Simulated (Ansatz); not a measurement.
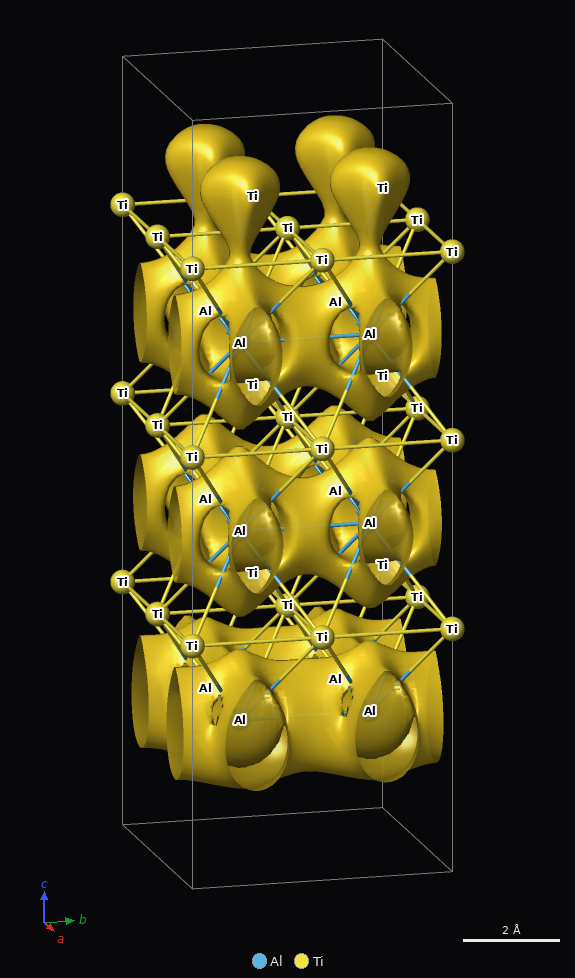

*TiAl (slab). Isosurface of the electron localisation function at 0.6 (yellow), seen slightly off an axis. Core shells and regions of very low density are left out. Sticks mark near contacts.*

Not relaxed (largest force 0.5 eV/Å); computed without spin polarisation.

All numbers below come from DFT r2SCAN, scalar-relativistic, plane waves, PAW in Ansatz.

In a PAW calculation such maps are meaningful between the atoms, not at the nuclei.

### Where are the electrons localised?

At this value the surface marks out sheets that run through the cell in two directions, counted in one cell of 6 atoms. Counts are for one cell; the picture repeats the cell along the surface. Profiles from the grid: Al–Al (2.81 Å): the ELF peaks at about 0.80 between the atoms. Ti–Ti (2.81 Å): the ELF is about 0.30 at the midpoint.
